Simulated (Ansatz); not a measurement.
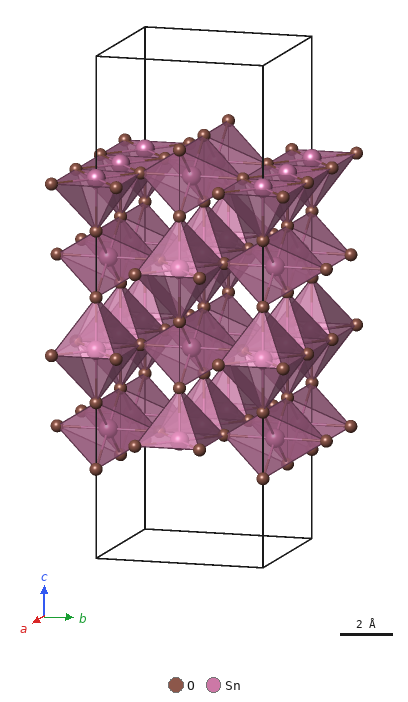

**Figure 1.** The input geometry (polyhedral view of the 2 × 1 repeat of the cell, with the vacuum cut short, seen slightly off an axis; polyhedra are completed across the faces of the cell). An atom can appear more than once, as a periodic image.

Single-point calculation, with input and output: SnO2 (part 1 of 2)

System: SnO2 (slab, 24 atoms in the cell).
Method: DFT r2SCAN, scalar-relativistic, plane waves, PAW, no spin polarisation (Ansatz 0.2.0).

The structure derives from an entry of the Crystallography Open Database. It belongs to a series of runs on one base structure; here: functional: r2scan.

Input file:
```yaml
crystal:
  lattice:
    - [3.2120684193, 0.0, 0.0]
    - [0.0, 6.7443405708, 0.0]
    - [0.0, 0.0, 27.7295853126]
  atoms:
    - { symbol: O, position: [0.0, 0.0, 0.2704692449] }
    - { symbol: Sn, position: [0.0, 0.5, 0.3175863299] }
    - { symbol: Sn, position: [0.5, 0.0, 0.3175863299] }
    - { symbol: O, position: [0.5, 0.3062765048, 0.3175863299] }
    - { symbol: O, position: [0.5, 0.6937234952, 0.3175863299] }
    - { symbol: O, position: [0.0, 0.0, 0.3647034149] }
    - { symbol: O, position: [0.0, 0.5, 0.3920783583] }
    - { symbol: Sn, position: [0.0, 0.0, 0.4391954433] }
    - { symbol: Sn, position: [0.5, 0.5, 0.4391954433] }
    - { symbol: O, position: [0.5, 0.8062765048, 0.4391954433] }
    - { symbol: O, position: [0.5, 0.1937234952, 0.4391954433] }
    - { symbol: O, position: [0.0, 0.5, 0.4863125283] }
    - { symbol: O, position: [0.0, 0.0, 0.5136874717] }
    - { symbol: Sn, position: [0.0, 0.5, 0.5608045567] }
    - { symbol: Sn, position: [0.5, 0.0, 0.5608045567] }
    - { symbol: O, position: [0.5, 0.3062765048, 0.5608045567] }
    - { symbol: O, position: [0.5, 0.6937234952, 0.5608045567] }
    - { symbol: O, position: [0.0, 0.0, 0.6079216417] }
    - { symbol: O, position: [0.0, 0.5, 0.6352965851] }
    - { symbol: Sn, position: [0.0, 0.0, 0.6824136701] }
    - { symbol: Sn, position: [0.5, 0.5, 0.6824136701] }
    - { symbol: O, position: [0.5, 0.8062765048, 0.6824136701] }
    - { symbol: O, position: [0.5, 0.1937234952, 0.6824136701] }
    - { symbol: O, position: [0.0, 0.5, 0.7295307551] }
basis:
  ecutwfc: 500
kpoints:
  mp_grid: { grid: [8, 4, 1] }
hamiltonian:
  xc: r2scan
scf:
  occupations: { method: gaussian, width: 0.05 }
output:
  forces: true
  stress: true
  eigenvalues: true
  write_density: true
  write_potential: true
  elf: true
  volumetric_format: npy
efield:
  axis: 3
  dipole_correction: true
  ramp_width: 0.04
```

Machine: 2 threads of Intel Xeon (Granite Rapids), 32 GiB of memory available, shared host.

Launched with:
```bash
ansatz run input.yaml --threads 2 --pin off --max-ram 5120MiB --backend cpu --events-out ev --progress --plain --runs-dir out
```

The program's output:
```
Engine: ansatz 0.2.0, x86_64-unknown-linux-gnu
Pseudopotentials: kind: paw
Pseudopotential: O, paw, valence charge 6, recommended cutoff 500 eV (meta_gga), O.paw.azcp
Pseudopotential: Sn, paw, valence charge 14, recommended cutoff 500 eV (meta_gga), Sn.paw.azcp
Functional definition: r2SCAN
  parameter k0 = 0.174
  parameter k1 = 0.065
  parameter a1 = 4.9479
  exchange = r2scan_x(k0 = k0, k1 = k1, a1 = a1)
  correlation = r2scan_c
Crystal: 24 atoms, lattice volume = 600.714 Å³
Basis set: ecut = 500 eV, 15231 PW (Γ), exchange–correlation on 96×200×864 points (64 copies of the dense FFT grid, shifted against one another)
Bands: 128, of which v1, the nominal top of the filled ones, is band 104 counted from 1 (103 counted from 0)
Symmetry: 4 space group operations
k-points: 15 of 32
Non-local potential: O, projectors of the file, l = 0: 2, l = 1: 2, l = 2: 1
Non-local potential: Sn, projectors of the file, l = 0: 2, l = 1: 2, l = 2: 2, l = 3: 2
PAW form: soft (Blöchl's): semilocal exchange-correlation on the pseudo side does not see the compensation charge
PAW frozen core: O, regenerated for the run's functional (the file was generated under x = pbe(κ = 0.804, μ = 0.2195149727645171), c = pbe(β = 0.06672455060314922))
PAW frozen core: Sn, regenerated for the run's functional (the file was generated under x = pbe(κ = 0.804, μ = 0.2195149727645171), c = pbe(β = 0.06672455060314922))
PAW one-centre angular grid: O, 302 points (default); XC on 160 Gauss nodes
PAW one-centre angular grid: Sn, 590 points (default); XC on 249 of its mesh's 2787 points in the sphere
Initial density: superposition of atomic densities (neutral atoms: chi_scale 0, normalization atom), corrected by the library's trained network
Initial wavefunctions: pseudopotential atomic-orbital guess
Functional: x = r2scan, c = r2scan; τ floored in thin density (d = 2e-4 eV/Å³)
SCF iter   1: F=—  HF=-57404.673010 eV  |F-HF|=—  |Δ(HF+E_count)|=         —  Δρ=9.08e-3  dr2=6.01e-1  dr2_τ=1.02e0  ethr=1.77e-3  p=0.000 e·Å  D=3.35e-13 V/Å  ΔV_dip=-0.00 eV  dr2_dipole=6.41e-10  V_vac-E_F(+/−)=6.86/6.86 eV  ⟨swp⟩=6.6  Hψ=8265  notcnv=0  defer=165
efield: sawtooth ramp at fractional position 0.9800 (placed from the atoms, in the widest stretch of the axis that holds none; the zero of the levels goes with the place), width 0.0400; the density the first Hamiltonian is built on has a dipole p = 0.000 e·Å; the dipole correction subtracts the counter field D = 3.35e-13 V/Å, which shifts the + side's vacuum level by -0.00 eV against the − side's; the planar-averaged density in the ramp window peaks in size at 1.6e-6 e/Å³
preconditioner: auto → Resta (q_TF=auto, 2.286 Å⁻¹)  ε∞=2.2  [insulator: Δε(μ)=1.029 eV  Ē_g=19.812 eV  σ=0.050 eV  W_gap=1.00  n_scr=130 (ndim 8)  ℏωp=21.9 eV  f_vac=0.493  D(μ)=0.00/eV (n_scr^D=0)  ε∞_Penn≈2.2  vacuum switching on, ρ_ref=2.8e-2 e/Å³]
SCF iter   2: F=—  HF=-57405.023711 eV  |F-HF|=—  |Δ(HF+E_count)|=   3.51e-1  Δρ=7.12e-3  dr2=2.51e-1  dr2_τ=3.74e-2  ethr=2.89e-4  p=0.000 e·Å  D=3.48e-6 V/Å  ΔV_dip=-0.00 eV  dr2_dipole=2.12e-9  V_vac-E_F(+/−)=6.73/6.73 eV  ⟨swp⟩=2.6  Hψ=3132  notcnv=0  defer=274
SCF iter   3: F=—  HF=-57405.000071 eV  |F-HF|=—  |Δ(HF+E_count)|=   2.36e-2  Δρ=3.34e-3  dr2=5.84e-2  dr2_τ=5.19e-3  ethr=1.21e-4  p=-0.000 e·Å  D=-2.43e-6 V/Å  ΔV_dip=0.00 eV  dr2_dipole=6.24e-10  V_vac-E_F(+/−)=6.83/6.83 eV  ⟨swp⟩=2.3  Hψ=3074  notcnv=0  defer=265
SCF iter   4: F=—  HF=-57404.995218 eV  |F-HF|=—  |Δ(HF+E_count)|=   4.85e-3  Δρ=1.24e-3  dr2=7.77e-3  dr2_τ=3.79e-4  ethr=2.81e-5  p=0.000 e·Å  D=1.77e-6 V/Å  ΔV_dip=-0.00 eV  dr2_dipole=5.93e-10  V_vac-E_F(+/−)=6.83/6.83 eV  ⟨swp⟩=2.0  Hψ=1898  notcnv=0  defer=265
SCF iter   5: F=—  HF=-57404.994800 eV  |F-HF|=—  |Δ(HF+E_count)|=   4.18e-4  Δρ=2.12e-4  dr2=1.94e-4  dr2_τ=2.04e-5  ethr=3.73e-6  p=-0.000 e·Å  D=-4.87e-6 V/Å  ΔV_dip=0.00 eV  dr2_dipole=1.85e-9  V_vac-E_F(+/−)=6.82/6.82 eV  ⟨swp⟩=2.0  Hψ=2405  notcnv=0  defer=265
SCF iter   6: F=—  HF=-57404.994921 eV  |F-HF|=—  |Δ(HF+E_count)|=   1.22e-4  Δρ=7.18e-5  dr2=2.27e-5  dr2_τ=2.94e-6  ethr=9.32e-8  p=0.000 e·Å  D=8.01e-6 V/Å  ΔV_dip=-0.00 eV  dr2_dipole=6.28e-9  V_vac-E_F(+/−)=6.81/6.81 eV  ⟨swp⟩=2.5  Hψ=3142  notcnv=0  defer=265
SCF iter   7: F=—  HF=-57404.994934 eV  |F-HF|=—  |Δ(HF+E_count)|=   1.25e-5  Δρ=3.20e-5  dr2=6.62e-6  dr2_τ=5.77e-7  ethr=1.09e-8  p=-0.000 e·Å  D=-1.24e-5 V/Å  ΔV_dip=0.00 eV  dr2_dipole=1.50e-8  V_vac-E_F(+/−)=6.81/6.81 eV  ⟨swp⟩=2.5  Hψ=3020  notcnv=0  defer=265
SCF iter   8: F=—  HF=-57404.994935 eV  |F-HF|=—  |Δ(HF+E_count)|=   5.97e-7  Δρ=8.98e-6  dr2=4.49e-7  dr2_τ=6.81e-8  ethr=3.18e-9  p=0.000 e·Å  D=1.25e-5 V/Å  ΔV_dip=-0.00 eV  dr2_dipole=1.48e-8  V_vac-E_F(+/−)=6.81/6.81 eV  ⟨swp⟩=2.1  Hψ=2465  notcnv=0  defer=265
SCF iter   9: F=—  HF=-57404.994935 eV  |F-HF|=—  |Δ(HF+E_count)|=   2.08e-7  Δρ=5.70e-6  dr2=2.23e-7  dr2_τ=2.33e-8  ethr=4.81e-11  p=-0.000 e·Å  D=-1.25e-5 V/Å  ΔV_dip=0.00 eV  dr2_dipole=1.39e-8  V_vac-E_F(+/−)=6.81/6.81 eV  ⟨swp⟩=27.5  Hψ=20394  notcnv=0
SCF iter  10: F=-57404.994935 eV  HF=-57404.994935 eV  |F-HF|=1.35e-8  |Δ(HF+E_count)|=   1.21e-8  Δρ=1.67e-6  dr2=1.28e-8  dr2_τ=1.93e-9  ethr=4.81e-11  p=0.000 e·Å  D=1.30e-6 V/Å  ΔV_dip=-0.00 eV  dr2_dipole=1.83e-10  V_vac-E_F(+/−)=6.81/6.81 eV  ⟨swp⟩=11.3  Hψ=14786  notcnv=0
SCF 1 converged in 10 iterations: F = -57404.994935 eV  dr2 = 1.28e-8
  greatest PAW one-centre occupation: 0.996 electrons in one spin orbital (limit 2), on the Sn atom at site 7 (counted from 0), in its partial waves of l = 2
```

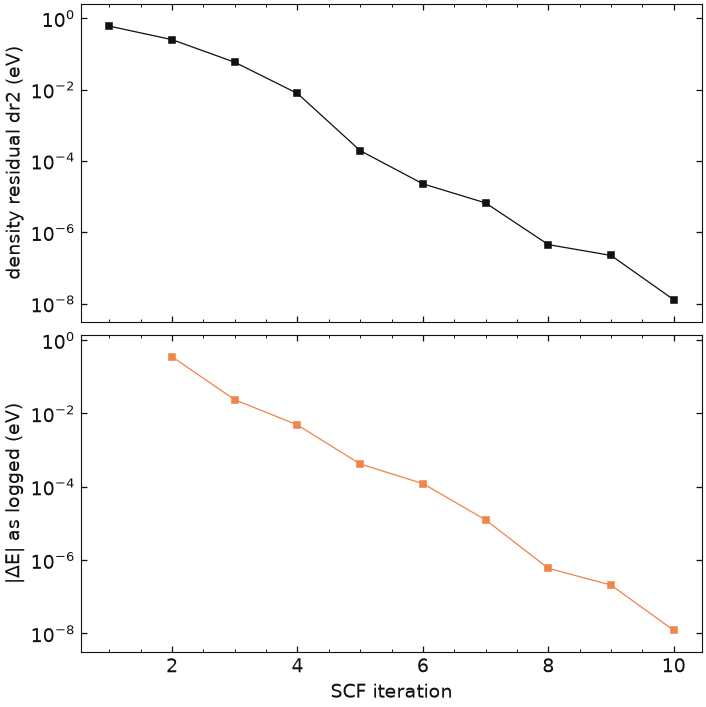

**Figure 2.** Convergence of the self-consistent field: density residual dr2 and size of the energy change against the SCF iteration. The residual falls at every step.

```
WARN: The output density's exchange-correlation potential varies sharply where the density is thin. Do not read a vacuum level from v_tot or v_xc, or from such a field of the output density. On a cell that repeats whose density bears no net charge and no dipole along the vacuum's axis use v_es (v_loc + v_h of the components); under efield.dipole_correction with no amplitude use v_es + v_field, which holds any external_charges[].barrier, or the levels of the report's work_function block, which leave it out; under a non-zero efield.amplitude the vacuum is tilted and has no level; on a cell that repeats and bears such a dipole with no correction it is tilted too, and efield.dipole_correction with no amplitude gives each side of its ramp a level where efield: is served; in a cell that repeats whose density bears a net charge (total_charge, or a fill off its count) it is curved and has none; of a slab under crystal.periodic whose density bears no net charge use v_es, which has a level on each side, short of where the two are joined; of another it falls or rises all the way out and has none; of a slab beside external_charges read slab_vacuum_level instead, which it has where they leave it neutral. The grid or the basis barely resolves most such structure, and the values can differ between equally converged runs; as a rule a tighter scf.convergence.dr2_threshold does not remove it. Where the density itself ripples (under the LDA too) a higher basis.ecutwfc lessens it. The files hold the spikes' plane waves up to the density's cutoff. Files: v_tot_of_output_density and the like, and their columns of v_z.tsv (output.write_potential); v_xc_of_output_density and the like, and their columns of v_comp_z.tsv (output.write_potential_components). Measured: with its Gaussian average of σ = 0.25 Å subtracted twice, the exchange-correlation potential is over 0.1 eV at 10340 of the grid points where the equally averaged density (valence and model cores) is under 1e-3 e/Å³, and 0.451 eV at the most among them, at an averaged density of 1.0e-8 e/Å³. The input density's (outcome.potential() and, of a run that writes arrays, v_tot and v_xc) is over 0.1 eV, so measured, at 2 points of its own thin density, 0.102 eV at the most. See output.write_potential in the manual, Limitations
SCF converged after 10 iterations
Free energy (F): -57404.994935 eV
Harris-Foulkes:  -57404.994935 eV  (|F-HF|=1.35e-8)
Internal energy: -57404.994935 eV  (E = F + TS)
E sigma→0 (E₀):  -57404.994935 eV
Fermi energy:    1.403284 eV
Dipole field:    D = -0.000009 V/Å  (p = -0.000030 e·Å, saw-weighted, corrected)
Work function:   Φ+ = 6.8095 eV   Φ− = 6.8093 eV
Levels:          The Fermi level and band energies are counted from a zero that moves with the ramp; work functions are not
--- Per-component energies (eV) ---
  E_band       = -2444.746192
  E_kinetic    = 4328.470767
  E_local      = -237767.701412  (includes V_loc(G=0)·N_el)
  E_nonlocal   = 523.443745
  E_hartree    = 118227.730215
  E_xc         = -4140.970744
  E_vxc        = -2488.978338  (∫ρ·V_xc dr)
  E_paw        = -35934.248381  (= ΣΔE_a)
  E_vpaw       = -3654.159279  (= ΣTr[D̂ρ^β])
  E_aug_tail   = 0.016081  (compensation charges beyond the density's cutoff)
  E_vtau       = 158.719827  (kinetic-family band-sum trace: ∫τ·v_τ [+ j·A + Jᵃ·Aᵃ] dr)
  E_efield     = 0.000000  (sawtooth field / dipole correction)
  E_vefield    = 0.000000  (∫n·V_field dr)
  E_ewald      = 97352.893292
  E_core_change = 5.371504  (= ΣΔE_core)
  E_smearing   = -0.000000  (= −TS)
  E_closure    = -0.000000  (closes the sum)
  Σ components = -57404.994935   (vs F -57404.994935, Δ=0.00e0)
--- Forces (eV/Å), atoms counted from 1 ---
  atom   1  O      0.00000000    -0.00000000     1.38000833
  atom   2  Sn    -0.00000000    -0.00000000     2.09583240
  atom   3  Sn    -0.00000000     0.00000000    -2.77351481
  atom   4  O     -0.00000000     1.62059369    -0.66411989
  atom   5  O      0.00000000    -1.62059369    -0.66411989
  atom   6  O      0.00000000     0.00000000     1.19144246
  atom   7  O      0.00000000    -0.00000000    -0.50132057
  atom   8  Sn     0.00000000    -0.00000000    -0.23475458
  atom   9  Sn     0.00000000    -0.00000000     0.34042058
  atom  10  O      0.00000000    -0.21080401     0.02484813
  atom  11  O     -0.00000000     0.21080401     0.02484813
  atom  12  O     -0.00000000     0.00000000    -0.05893425
  atom  13  O     -0.00000000    -0.00000000     0.05893759
  atom  14  Sn     0.00000000     0.00000000     0.23474085
  atom  15  Sn     0.00000000     0.00000000    -0.34042814
  atom  16  O      0.00000000    -0.21080291    -0.02484593
  atom  17  O     -0.00000000     0.21080291    -0.02484593
  atom  18  O     -0.00000000    -0.00000000     0.50132919
  atom  19  O      0.00000000     0.00000000    -1.19140759
  atom  20  Sn    -0.00000000    -0.00000000    -2.09585348
  atom  21  Sn    -0.00000000     0.00000000     2.77349363
  atom  22  O     -0.00000000     1.62058139     0.66412599
  atom  23  O      0.00000000    -1.62058139     0.66412599
  atom  24  O      0.00000000    -0.00000000    -1.38005642
  max |Σ_I F_I| component: 4.82e-5 eV/Å
--- Stress (GPa, compression-positive) ---
       -3.057345       0.000000       0.000000
        0.000000       0.768740      -0.000000
        0.000000      -0.000000      -0.984791
  P = ⅓ Tr σ = -1.0911 GPa (-10.911 kbar)
--- Band table (eV; the first three rows and the last of 15) ---
```
